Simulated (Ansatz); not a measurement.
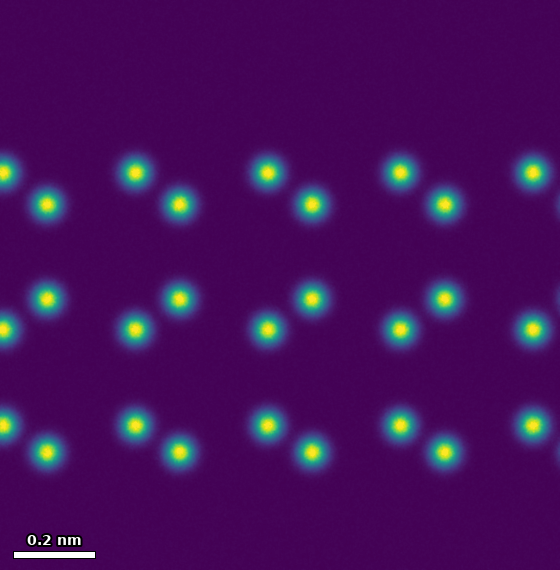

Cross-section of a slab, seen along a direction in its plane, the normal pointing up. The image is simulated as a sum over atoms of Z^1.6, blurred by a 0.55 Å probe (no channelling). Shot noise was added. Model: coordinates from a relaxation in a fixed cell under constraints with DFT PBEsol, scalar-relativistic, plane waves, PAW in Ansatz 0.2.0. The model holds Si.

> How many atomic planes does the slab have, and what do they hold from top to bottom?

6 planes (atoms within 0.35 Å in height count as one plane; some lie less than 0.7 Å apart in height):

```json
{"plane": "1", "content": "Si", "depth below the top plane (Å)": "0.0"}
{"plane": "2", "content": "Si", "depth below the top plane (Å)": "0.8"}
{"plane": "3", "content": "Si", "depth below the top plane (Å)": "3.2"}
{"plane": "4", "content": "Si", "depth below the top plane (Å)": "3.9"}
{"plane": "5", "content": "Si", "depth below the top plane (Å)": "6.3"}
{"plane": "6", "content": "Si", "depth below the top plane (Å)": "7.0"}
```

> How thick is it, and how does it end on either side?

The outermost planes are 7.0 Å apart. The upper face ends in Si and the lower in Si, so the sequence of planes is the same from both sides.

The model is a (001) slab of Si (P6_3/mmc).
